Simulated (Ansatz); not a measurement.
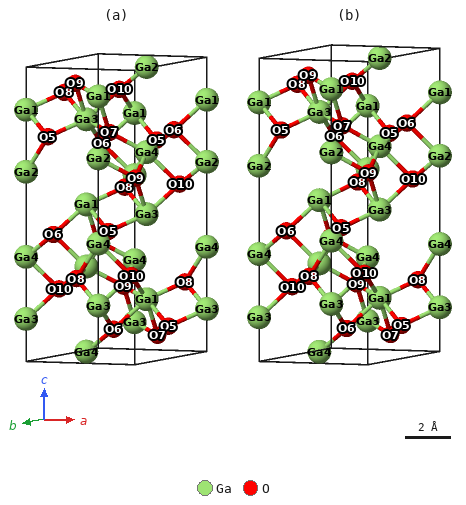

Left: crystalline Ga$_{2}$O$_{3}$ (built on the database structure type) at its r2SCAN-relaxed geometry. Right: the same structure after one change, at the same scale. Style: ball-and-stick. Shown: the conventional cell (3 times the calculation's cell), from a free direction. Lengths and directions refer to the drawn axes.

The calculation used DFT, PBE, plane waves, PAW in Ansatz 0.2.0. Settings: plane-wave cutoff 420 eV; k-point mesh 6 × 6 × 6; occupations fermi dirac; smearing width 0.02 eV; no spin polarisation.

Which change leads from the left to the right?

Answer. The cell is strained by +3.0 % along c and none across it (volume +3.0 %). The atoms were relaxed with r2SCAN under that strain, and this is a single point on that geometry.

And its effect?

Answer. Some distances before and after: Ga–O 2.073 → 2.095 Å, Ga–O 1.925 → 1.941 Å. The space group stays R-3c (No. 167). Energy change: −5.7 meV per atom. The pressure goes from 9.4 to 3.2 GPa. The principal stresses (compression positive) are −1.9 GPa along c and 5.7 GPa across it. The largest forces, 0.033 eV/Å, act on Ga1, Ga2, Ga3 and Ga4.
